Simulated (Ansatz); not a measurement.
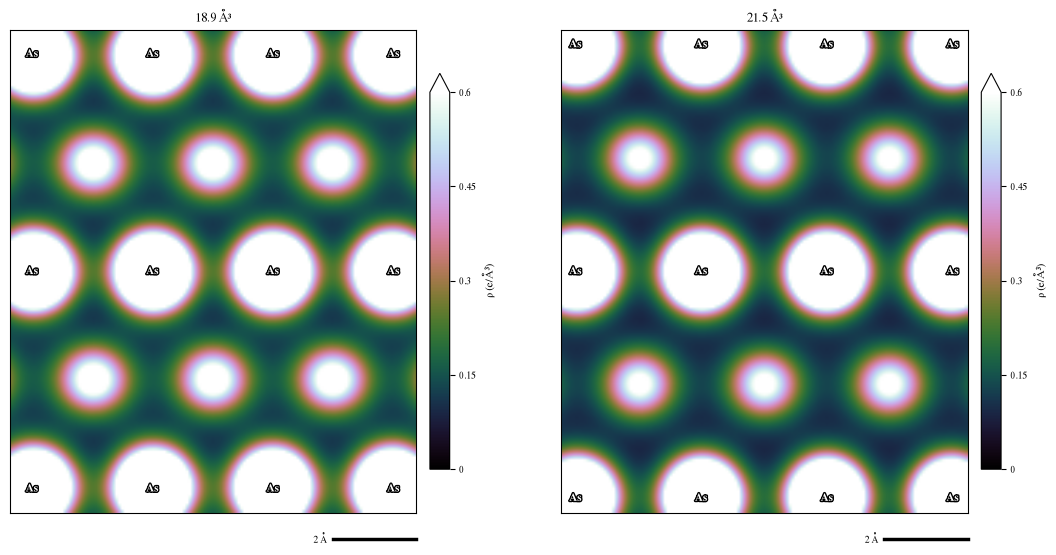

As. The valence electron density of cells scaled evenly to different volumes (given per atom above each panel), on the (010) plane of each (indices in the axes of the cell below), at one length scale and on one colour scale.

A generated structure, not necessarily the stable one.

Computed with Ansatz 0.2.0, DFT, BLYP, plane waves (420 eV) with PAW, scalar-relativistic.

The density is the valence pseudo-density of a PAW calculation; it isn't the true density close to the nuclei.

The largest cell:

```
CELL_PARAMETERS angstrom
3.01713 0.00000 0.00000
-1.50856 2.61291 0.00000
0.00000 0.00000 5.44452
ATOMIC_POSITIONS crystal
As 0.33333 0.66667 0.25000
As 0.66667 0.33333 0.75000
```

| volume (Å³/atom) | As–As contact in the plane (Å) | ρ at its midpoint (e/Å³) | 
| --- | --- | --- |
| 18.89 | 2.891 | 0.240 | 
| 20.60 | 2.976 | ? | 
| 21.46 | 3.017 | 0.196 | 

Question: What values belong in the row with question marks?

Answer: Over the known rows ln ρ falls by 1.61 per Å of As–As distance (the line through the two), which gives 0.209 e/Å³ at 2.976 Å; the calculation gives 0.209 e/Å³.
